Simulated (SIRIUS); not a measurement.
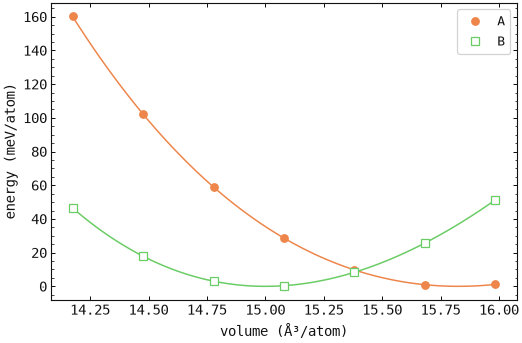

The figure compares two calculations of the energy against volume, each curve from its own zero. The first is for Pt, space group Fm-3m (No. 225).

The cell holds 1 atom.

Calculation (SIRIUS 7.12.0): plane-wave DFT, no spin polarisation; energies at scaled volumes of the given cell, shape and fractions fixed, counted from the fit's minimum, third-order Birch-Murnaghan fit. Level: RPBE.

k mesh 8×8×8; occupations Fermi–Dirac; smearing width 0.05 eV; potentials dojo sr pbe 0.4.1 standard; wave cutoff 1152 eV; density cutoff 4606 eV.

In the second, the level changes from RPBE to PBEsol.

> Which of A and B is the second calculation, and what did the change do?

B. The equilibrium volume falls from 15.83 to 15.00 Å³/atom (−5.2 %) and the bulk modulus rises from 235 to 291 GPa (+24 %).

For both, limits of the calculation: coarse k mesh; spin-orbit coupling left out, heavy elements.

V0 and the bulk modulus come from third-order Birch–Murnaghan fits.
